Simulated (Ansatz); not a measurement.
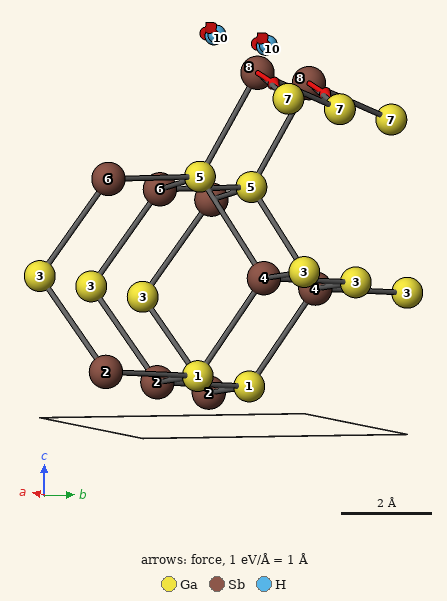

Starting geometry of a slab of composition Ga₂Sb₂H (cut from the F-43m phase) with the computed forces as red arrows. A ball-and-stick model of the 2 × 1 repeat of the cell, outlined in the plane, without the vacuum, seen from a free direction.

Case: H2 put at a hollow Sb-Sb-Ga site. The slab is the (1 1 0) face of GaSb with H2 on it. 4 atoms are held fixed.

These are results of Ansatz, DFT PBEsol, scalar-relativistic, plane waves, PAW, not measurements.

Input
```yaml
crystal:
  lattice:
    - [4.321290898, 0.0, 0.0]
    - [0.0, 6.1112281949, 0.0]
    - [0.0, 0.0, 25.481936347]
  atoms:
    - { symbol: Ga, position: [0.5, 0.5, 0.3335696269] }
    - { symbol: Sb, position: [0.0, 0.25, 0.3335696269] }
    - { symbol: Ga, position: [0.0, 0.0, 0.4183608853] }
    - { symbol: Sb, position: [0.5, 0.75, 0.4183608853] }
    - { symbol: Ga, position: [0.5, 0.5081490291, 0.5080939784] }
    - { symbol: Sb, position: [0.0, 0.2596050576, 0.5024965725] }
    - { symbol: Ga, position: [0.0, -0.059979412, 0.5702272539] }
    - { symbol: Sb, position: [0.5, 0.7257251558, 0.5983037994] }
    - { symbol: H, position: [0.0, 0.4638236332, 0.6359775454] }
    - { symbol: H, position: [0.1630087941, 0.5059599936, 0.6359775454] }
basis:
  ecutwfc: 420
kpoints:
  mp_grid: { grid: [7, 5, 1] }
hamiltonian:
  xc: pbesol
scf:
  occupations: { method: gaussian, width: 0.1 }
output:
  forces: true
  eigenvalues: true
relax:
  adjacent_minimum: "off"
  f_tol: 0.03
  max_steps: 70
  constraints: [{ sites: [0, 1, 2, 3] }]
efield:
  axis: 3
  dipole_correction: true
  ramp_width: 0.04
```

Command:
```bash
ansatz run input.yaml --threads 4 --pin off --max-ram 10240MiB --backend cpu --events-out ev --progress --plain --runs-dir out
```

> What follows when this structure is relaxed?

It isn't relaxed: the largest force vector, on H9, is 1.20 eV/Å. The final displacements follow the starting forces only in part (cosine between the two patterns 0.30). Over 17 accepted moves (20 points after the start) the energy falls by 0.346 eV per cell of the calculation. The largest force component goes from 1.1 to 0.018 eV/Å. 3 steps only repeated the SCF at the same geometry. The forces were under the threshold at step 7, but the run went on from there. The atom that moves furthest is H9 (1.94 Å at 67° to the normal (+c side)). Largest moves by element: H 1.94 Å, Ga 0.02 Å, Sb 0.01 Å. The lattice vectors keep their values. Near-neighbour distances that change, for instance: H9–H10 0.750 → 0.765 Å.

Limits of the set-up: the periodic images lie only 4.3 Å apart, so the values are limited by the cell's size.
